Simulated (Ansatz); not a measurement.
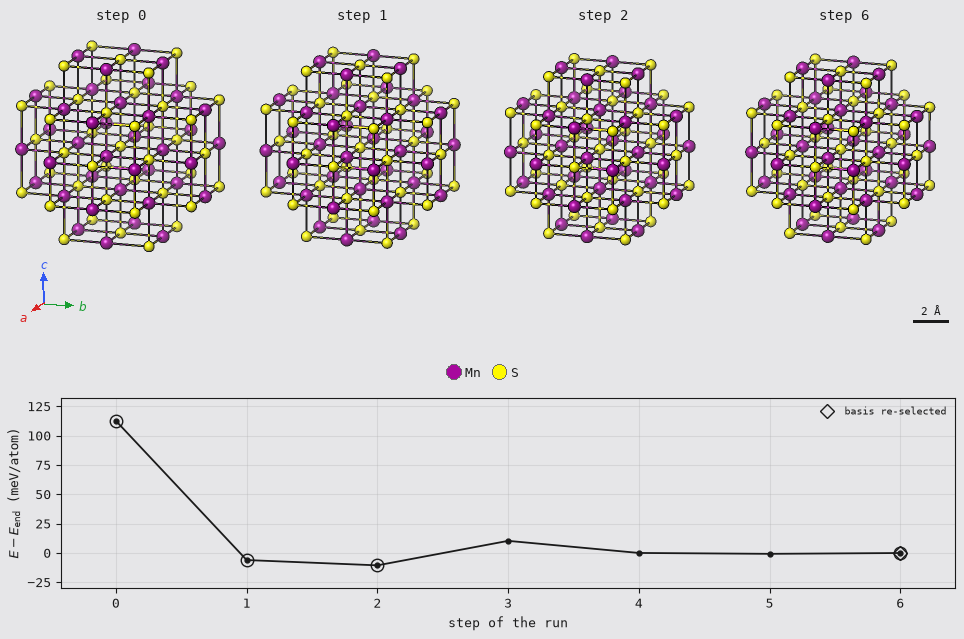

Frames of a relaxation of crystalline MnS (set up in R-3m), marked on the history of the run. The picture is a ball-and-stick view of the larger cell on standard axes (4 times the calculation's cell), seen slightly off an axis.

The run lets cell and atoms move.

Computed with Kohn-Sham DFT of a periodic cell, LDA, Ansatz PAW in Ansatz.

Input file:
```yaml
crystal:
  lattice:
    - [1.8299960138, 1.0565486912, 2.9709202777]
    - [-1.8299960138, 1.0565486912, 2.9709202777]
    - [0.0, -2.1130973823, 2.9709202777]
  atoms:
    - { symbol: Mn, position: [0.0, 0.0, 0.0], spin: 4.0 }
    - { symbol: S, position: [0.5, 0.5, 0.5] }
hamiltonian:
  xc: lda
  pseudopotentials: { kind: paw }
magnetization:
  spin_polarized: true
kpoints:
  mp_grid: { grid: [7, 7, 7] }
scf:
  occupations: { method: fermi_dirac, width: 0.05 }
output:
  forces: true
  stress: true
  eigenvalues: true
  write_density: true
  write_potential: true
  elf: true
  volumetric_format: npy
relax:
  f_tol: 0.01
  max_steps: 40
  cell: { stress_tol: 0.05, p_target: 10.0 }
```

Command:
```bash
ansatz run input.yaml --threads 2 --pin off --max-ram 5632MiB --backend cpu --events-out ev --progress --plain --runs-dir out
```

> Describe the path.

After 5 accepted moves (6 points after the start) the energy has fallen by 113 meV per atom. With the target pressure of 10 GPa, the enthalpy E + pV changes by −407 meV per atom. All forces vanish by symmetry, so only the cell relaxes. The pressure goes from −10.46 to 9.98 GPa. At 1 point the geometry stayed and the basis and grid were re-selected for the new cell (energy shift of 0.7 meV per atom at most each time). No atom moves by more than 0.005 Å relative to the cell. The drawn cell changes as follows: a = b = c 5.166 → 4.644 Å (−10.1 %), α 90.2° → 90.0°, β 89.8° → 90.0°, γ 89.8° → 90.0°; the volume changes by −27.3 %. Near-neighbour distances that change, for instance: Mn–S 2.583 → 2.322 Å. Within 0.06 Å the space group is Fm-3m at the start and Fm-3m at the end; at a tighter tolerance small leftover displacements or strains of the cell lower it. From step 0 to 1: volume −13.8 %, energy −119 meV per atom. From step 1 to 2: volume −14.5 %, energy −4.5 meV per atom. From step 2 to 6: volume −1.4 %, energy +10.5 meV per atom.

Limits of the set-up: only the magnetic order of this start and cell was tried (total moment 3.1 μB per cell).
